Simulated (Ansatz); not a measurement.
The calculation's input:

```
crystal:
  lattice:
    - [3.5615490948, 0.0, 0.0]
    - [-1.7807745474, 3.0843919929, 0.0]
    - [0.0, 0.0, 6.0517858936]
  atoms:
    - { symbol: Ga, position: [0.0, 0.0, 0.0] }
    - { symbol: Ga, position: [0.0, 0.0, 0.5] }
    - { symbol: P, position: [0.3333333333, 0.6666666667, 0.25] }
    - { symbol: P, position: [0.6666666667, 0.3333333333, 0.75] }
kpoints:
  mp_grid: { grid: [12, 12, 4] }
hamiltonian:
  xc: r2scan
  dispersion: rvv10
scf:
  occupations: { method: fermi_dirac, width: 0.03 }
relax:
  f_tol: 0.01
  cell: {}
  max_steps: 120
output:
  write_density: true
  write_potential: true
  elf: true
  volumetric_format: npy
```

Launched as:

```sh
ansatz run input.yaml --threads 2 --pin off --max-ram 2211MiB --backend cpu --events-out ev --progress --plain --runs-dir out
```

Below, planes, directions and counts refer to the conventional cell (a = 3.58 Å, b = 3.58 Å, c = 6.02 Å, α = 90.00°, β = 90.00°, γ = 120.00°).

The fields are those of the relaxed geometry.

Space group P6₃/mmc; started from the NiAs prototype, which need not be the ambient phase.

The calculation used Ansatz 0.2.0, DFT, r2SCAN+rVV10, plane waves, PAW.

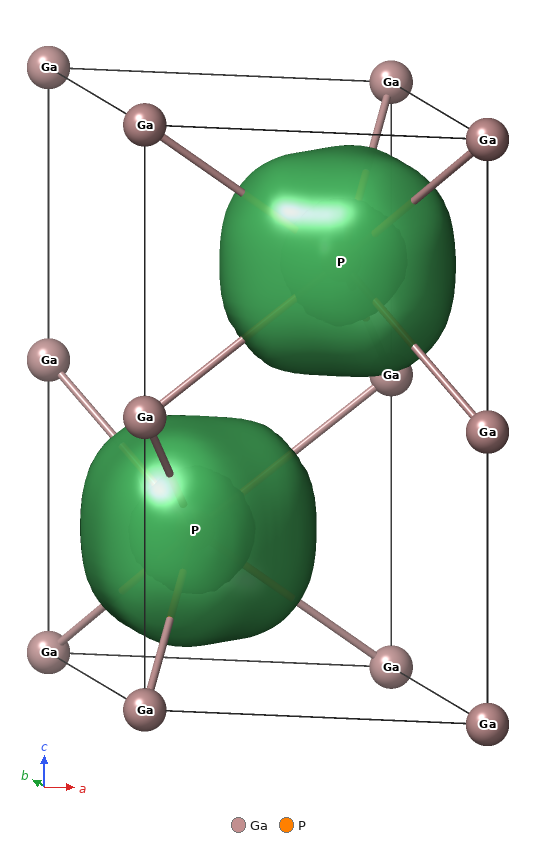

GaP. Isosurface of the electron localisation function at 0.65 (green), seen slightly off an axis. Core shells and regions of very low density are left out. Sticks mark near contacts.

Identify the bonds, lone pairs and shells in this picture.

The ELF exceeds this value in two regions on P in which the atom's valence shell and bonds are merged, counted in one cell of 4 atoms. Any copies at cell faces, edges or corners count once. Along the contacts the grid gives the following. Ga–P (2.56 Å): the ELF peaks at about 0.85 in the valence shell of P, 0.9 Å from its nucleus, and is about 0.65 at the midpoint.
